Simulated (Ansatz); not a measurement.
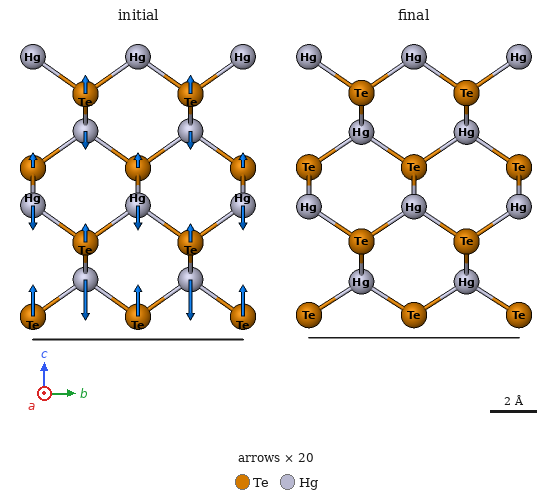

The structure of a slab of composition HgTe (cut from the F-43m phase) before (left) and after (right) a relaxation, at one scale. The blue arrows give the displacements, 20 times their true length.

The picture is a ball-and-stick view of the 2 × 2 repeat of the cell, outlined in the plane, without the vacuum, seen along the a axis.

The slab is the (1 0 0) face of HgTe.

Computed with DFT PBEsol, scalar-relativistic, plane waves, PAW (Ansatz 0.2.0). Settings: plane-wave cutoff 420 eV; k-point mesh 8 × 8 × 1; occupations gaussian; smearing width 0.1 eV; no spin polarisation; dipole correction; atoms relaxed in a fixed cell; force threshold 0.02 eV/Å; at most 60 steps.

> What changed between the two?

The atom that moves furthest relative to the layer's centre is a Hg atom (0.091 Å along the normal (−c)). By element the largest moves are Hg 0.091 Å, Te 0.072 Å. The cell stays as it was. Among the contacts that change: Hg–Te 2.820 → 2.729 Å, Hg–Te 2.820 → 2.899 Å, Hg–Te 2.820 → 2.764 Å, Hg–Te 2.820 → 2.869 Å. Bond angles that change, for instance: Hg–Te–Hg 109.5° → 115.0°, Te–Hg–Te 109.5° → 115.0°, Hg–Te–Hg 109.5° → 105.2°. After 4 accepted moves (5 points after the start) the energy has fallen by 65.2 meV per cell of the calculation. Largest force component: 0.58 eV/Å at the start, 0.005 eV/Å at the end. 1 step only repeated the SCF at the same geometry. The run took 7.1 min on 4 threads of Arm Neoverse N1, with other jobs on the host, peak memory 1.7 GiB.
